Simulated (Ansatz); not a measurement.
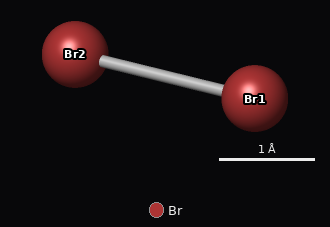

The input geometry of run 1 (ball-and-stick view of the molecule without its box, seen at a tilt; atoms are numbered from 1 in the order of the input).

## Br₂: one change and its effect

System: Br₂ (Pmmm, 2 atoms in the cell).
Method of run 1: DFT, HSE06, PAW, plane waves (Ansatz 0.2.0).

The structure was built on a prototype by a generator. Text and figures count atoms from 1; the logs count them from 0 in places.

The input, run 1:
```yaml
crystal:
  lattice:
    - [11.000000, 0.000000, 0.000000]
    - [0.000000, 11.500000, 0.000000]
    - [0.000000, 0.000000, 12.000000]
  atoms:
    - { symbol: Br, position: [0.500000, 0.500000, 0.404821] }
    - { symbol: Br, position: [0.500000, 0.500000, 0.595179] }
kpoints:
  mp_grid: { grid: [1, 1, 1] }
hamiltonian:
  xc: hse06
scf:
  occupations: { method: fermi_dirac, width: 0.01 }
output:
  forces: true
  eigenvalues: true
  populations: true
```

Hardware: 8 CPU threads, shared host.

Output, shortened to warnings, some set-up lines, iterations and results (run 1):
```
Basis set: ecut = 420 eV, 29699 PW (Γ), exchange–correlation on 150×160×162 points (8 copies of the dense FFT grid, shifted against one another)
Symmetry: 8 space group operations
k-points: 1
Initial density: superposition of atomic densities (neutral atoms: chi_scale 0, normalization atom), corrected by the library's trained network
[...]
SCF iter   1: F=—  HF=-5566.094457 eV  |F-HF|=—  |Δ(HF+E_count)|=         —  Δρ=3.40e-4  dr2=1.40e-3  ethr=1.77e-3  ⟨swp⟩=14.0  Hψ=71  notcnv=0
SCF iter   2: F=-5566.095689 eV  HF=-5566.095214 eV  |F-HF|=4.74e-4  |Δ(HF+E_count)|=   7.58e-4  Δρ=1.33e-4  dr2=1.25e-4  ethr=8.99e-7  ⟨swp⟩=4.0  Hψ=64  notcnv=0  defer=2
SCF 1 stopped early in 2 iterations: F = -5566.095689 eV  dr2 = 1.25e-4
SCF iter   1: F=—  HF=-5569.774332 eV  |F-HF|=—  |Δ(HF+E_count)|=         —  Δρ=7.85e-4  dr2=5.25e-3  ethr=8.96e-6  ⟨swp⟩=15.0  Hψ=68  notcnv=0
SCF iter   2: F=—  HF=-5569.772561 eV  |F-HF|=—  |Δ(HF+E_count)|=   1.77e-3  Δρ=3.60e-4  dr2=1.15e-3  ethr=8.96e-6  ⟨swp⟩=5.0  Hψ=33  notcnv=0  defer=3
[... 5 lines ...]
SCF iter   1: F=—  HF=-5569.775065 eV  |F-HF|=—  |Δ(HF+E_count)|=         —  Δρ=3.82e-6  dr2=1.24e-7  ethr=1.60e-7  ⟨swp⟩=12.0  Hψ=48  notcnv=0
SCF iter   2: F=—  HF=-5569.775065 eV  |F-HF|=—  |Δ(HF+E_count)|=  8.37e-10  Δρ=1.49e-6  dr2=1.18e-8  ethr=6.36e-10  ⟨swp⟩=4.0  Hψ=24  notcnv=0
SCF iter   3: F=—  HF=-5569.775065 eV  |F-HF|=—  |Δ(HF+E_count)|=   2.50e-8  Δρ=7.06e-7  dr2=2.65e-9  ethr=6.56e-11  ⟨swp⟩=5.0  Hψ=31  notcnv=0  defer=1
SCF iter   4: F=-5569.775065 eV  HF=-5569.775065 eV  |F-HF|=4.29e-10  |Δ(HF+E_count)|=   1.82e-9  Δρ=2.65e-7  dr2=2.61e-10  ethr=1.74e-11  ⟨swp⟩=6.0  Hψ=34  notcnv=0  defer=2
SCF 3 converged in 4 iterations: F = -5569.775065 eV  dr2 = 2.61e-10
  Residual-converged pass: ⟨swp⟩=4.0  Hψ=28  notcnv=0  max |occ|·‖R‖ = 2.5e-7 eV (tolerance 4.4e-7 eV)  dr2=2.69e-10  dr2_onsite=6.75e-11  max |Δocc| = 0.0e0
hybrid outer 2: dexx = +5.520e-8 eV, tail = 1.30e-9 eV, Δε = 7.69e-4 eV (about 1.18e-5 eV left of the loop's levels), ΔF = 3.88e-5 eV/Å (tail 1.35e-4)
hybrid SCF converged: 2 outer / 10 inner (+2 warm-up), last move |dexx| = 5.52e-8 eV, tail = 1.30e-9 eV
Stability not checked: this state was not tested for a lower state beside it, because the functional holds exact exchange (a hybrid, or Hartree-Fock), whose exchange loop this test does not read (fock_operator; see scf.lower_state_search)
Free energy (F): -5569.775065 eV
Harris-Foulkes:  -5569.775065 eV  (|F-HF|=4.29e-10)
Internal energy: -5569.775065 eV  (E = F + TS)
E sigma→0 (E₀):  -5569.775065 eV
Fermi energy:    -5.480194 eV
--- Per-component energies (eV) ---
  E_band       = -178.592640
  E_kinetic    = 262.574985
  E_local      = -1491.242677  (includes V_loc(G=0)·N_el)
  E_nonlocal   = 139.679853
  E_hartree    = 577.122207
  E_xc         = -413.808253
  E_vxc        = -162.773196  (∫ρ·V_xc dr)
  E_exx        = -25.929716  (= α·E_x^exact, valence–valence)
  E_paw        = -4582.991304  (= ΣΔE_a)
  E_vpaw       = -29.216686  (= ΣTr[D̂ρ^β])
  E_aug_tail   = -0.000000  (compensation charges beyond the density's cutoff)
  E_ewald      = -34.453724
  E_core_change = -0.726436  (= ΣΔE_core)
  E_smearing   = -0.000000  (= −TS)
  E_closure    = 0.000000  (closes the sum)
  Σ components = -5569.775065   (vs F -5569.775065, Δ=0.00e0)
--- Forces (eV/Å), atoms counted from 1 ---
  atom   1  Br     0.00000000     0.00000000     0.14015218
  atom   2  Br     0.00000000     0.00000000    -0.14015218
  max |Σ_I F_I| component: 0.00e0 eV/Å
--- Löwdin populations: 2 sites ---
  site symbol       q [e]
     0     Br      6.9652
     1     Br      6.9652
  spilling = 0.004969 (of n_electrons = 14.000000)
```

The input of run 2 differs as follows (lines with − go, lines with + come):
```diff
-  xc: hse06
+  xc: r2scan
```

What does this change do to the results?

The total energies belong to different methods, so their difference says nothing on which is more stable or more accurate. The largest force goes from 0.140 to 0.063 eV/Å. The functional changes from HSE06 to r2SCAN. The SCF takes 6 iterations against 12. The default cutoff goes from 420 to 500 eV with the change. The plane waves at Γ go from 29699 to 38547.

Output, shortened to warnings, some set-up lines, iterations and results (run 2):
```
Basis set: ecut = 500 eV, 38547 PW (Γ), exchange–correlation on 324×360×360 points (64 copies of the dense FFT grid, shifted against one another)
Symmetry: 8 space group operations
k-points: 1
Initial density: superposition of atomic densities (neutral atoms: chi_scale 0, normalization atom), corrected by the library's trained network
[...]
SCF iter   1: F=—  HF=-5585.347150 eV  |F-HF|=—  |Δ(HF+E_count)|=         —  Δρ=4.90e-4  dr2=3.04e-3  dr2_τ=2.11e-2  ethr=1.77e-3  ⟨swp⟩=9.0  Hψ=86  notcnv=0
SCF iter   2: F=—  HF=-5585.354606 eV  |F-HF|=—  |Δ(HF+E_count)|=   7.46e-3  Δρ=2.45e-4  dr2=6.29e-4  dr2_τ=2.29e-5  ethr=2.17e-5  ⟨swp⟩=6.0  Hψ=40  notcnv=0
SCF iter   3: F=—  HF=-5585.356093 eV  |F-HF|=—  |Δ(HF+E_count)|=   1.49e-3  Δρ=3.20e-5  dr2=2.56e-5  dr2_τ=2.28e-6  ethr=4.49e-6  ⟨swp⟩=6.0  Hψ=32  notcnv=0
SCF iter   4: F=—  HF=-5585.356254 eV  |F-HF|=—  |Δ(HF+E_count)|=   1.62e-4  Δρ=1.17e-5  dr2=1.52e-6  dr2_τ=6.21e-8  ethr=1.83e-7  ⟨swp⟩=6.0  Hψ=31  notcnv=0
SCF iter   5: F=—  HF=-5585.356257 eV  |F-HF|=—  |Δ(HF+E_count)|=   2.98e-6  Δρ=2.38e-6  dr2=2.34e-7  dr2_τ=5.23e-9  ethr=1.09e-8  ⟨swp⟩=2.0  Hψ=20  notcnv=0
SCF iter   6: F=-5585.356258 eV  HF=-5585.356258 eV  |F-HF|=3.58e-9  |Δ(HF+E_count)|=   2.01e-7  Δρ=8.38e-7  dr2=1.76e-8  dr2_τ=8.63e-10  ethr=7.14e-10  ⟨swp⟩=10.0  Hψ=74  …
SCF 1 converged in 6 iterations: F = -5585.356258 eV  dr2 = 1.76e-8
SCF converged after 6 iterations
Free energy (F): -5585.356258 eV
Harris-Foulkes:  -5585.356258 eV  (|F-HF|=3.58e-9)
Internal energy: -5585.356258 eV  (E = F + TS)
E sigma→0 (E₀):  -5585.356258 eV
Fermi energy:    -5.428121 eV
--- Per-component energies (eV) ---
  E_band       = -168.662556
  E_kinetic    = 264.790534
  E_local      = -1494.039125  (includes V_loc(G=0)·N_el)
  E_nonlocal   = 139.578682
  E_hartree    = 578.071044
  E_xc         = -498.075949
  E_vxc        = -226.138724  (∫ρ·V_xc dr)
  E_paw        = -4540.911331  (= ΣΔE_a)
  E_vpaw       = -21.884011  (= ΣTr[D̂ρ^β])
  E_aug_tail   = -0.000000  (compensation charges beyond the density's cutoff)
  E_vtau       = 12.886442  (kinetic-family band-sum trace: ∫τ·v_τ [+ j·A + Jᵃ·Aᵃ] dr)
  E_ewald      = -34.453724
  E_core_change = -0.316387  (= ΣΔE_core)
  E_smearing   = -0.000000  (= −TS)
  E_closure    = 0.000000  (closes the sum)
  Σ components = -5585.356258   (vs F -5585.356258, Δ=0.00e0)
--- Forces (eV/Å), atoms counted from 1 ---
  atom   1  Br     0.00000000     0.00000000    -0.06335996
  atom   2  Br    -0.00000000     0.00000000     0.06335996
  max |Σ_I F_I| component: 0.00e0 eV/Å
--- Löwdin populations: 2 sites ---
  site symbol       q [e]
     0     Br      6.9648
     1     Br      6.9648
  spilling = 0.005027 (of n_electrons = 14.000000)
```

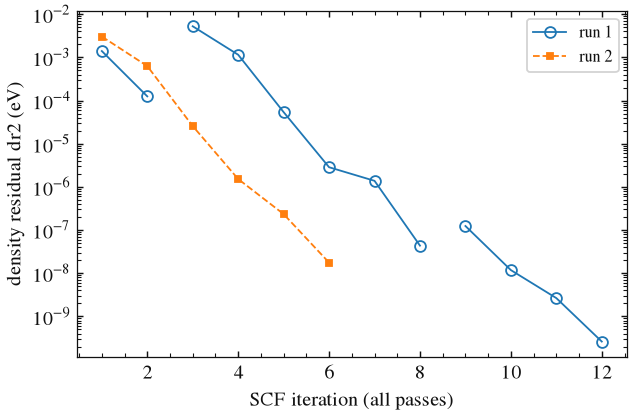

Convergence of the two runs: density residual dr2 against the SCF iteration. A break in a curve parts two SCF passes. Run 1 takes 12 iterations in all, and run 2 takes 6.

The two runs side by side:

```csv
quantity,run 1,run 2
outcome,converged,converged
free energy per atom (eV),−2784.8875,−2792.6781
largest force (eV/Å),0.140,0.063
SCF iterations,12,6
irreducible k-points,1,1
plane waves at Γ,29699,38547
wall time (shared host),2.3 s,2.1 s
```
